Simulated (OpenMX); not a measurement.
KI

```
I K
1.0
     0.00000    3.53277   -3.53277
     7.06555    0.00000    0.00000
     0.00000   -3.53277   -3.53277
I K
2 2
Direct
  0.50000 0.00000 0.51001
  0.00000 0.50000 0.01001
  0.50000 0.50000 0.50000
  0.00000 0.00000 0.00000
```

Space group Imm2; changed on purpose from its base cell (atom 1 moved by [0.0, -0.0354, -0.0354] A).

These are results of OpenMX 3.8.5, Kohn-Sham DFT of a periodic cell, PBE, OpenMX 2013 PBE set, not measurements.

Predict the valence pseudo-density between the atoms.

K–I (3.50 Å): the density is about 0.09 e/Å³ at the midpoint, with its minimum of 0.06 e/Å³ about 1.5 Å from K.
K–I (3.57 Å): ρ is about 0.08 e/Å³ halfway, with its minimum of 0.06 e/Å³ about 1.6 Å from K.

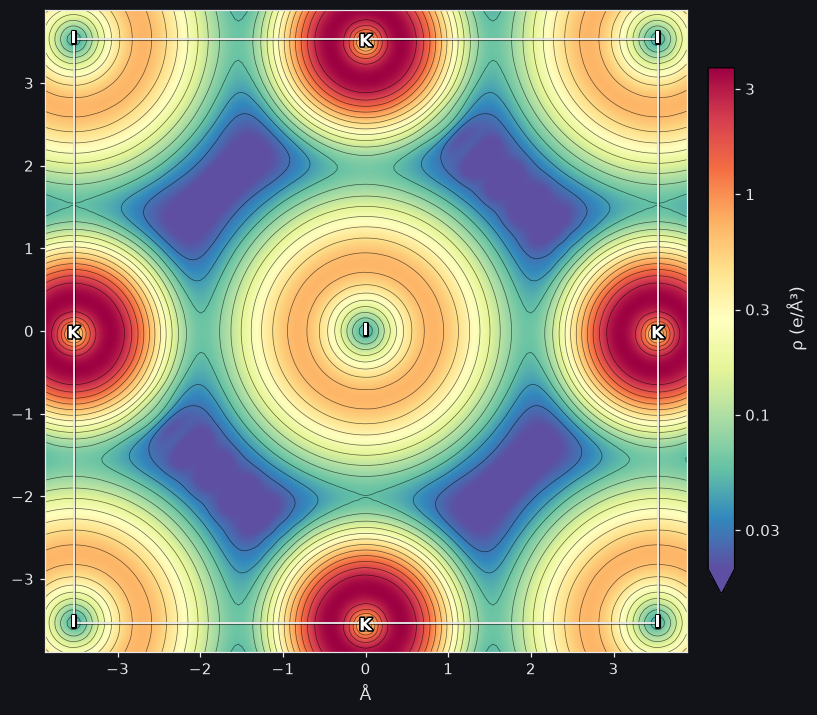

Computed valence pseudo-density on the (101̄) plane of the conventional cell. 

The density is the valence pseudo-density of a pseudopotential calculation; it isn't the true density close to the nuclei.
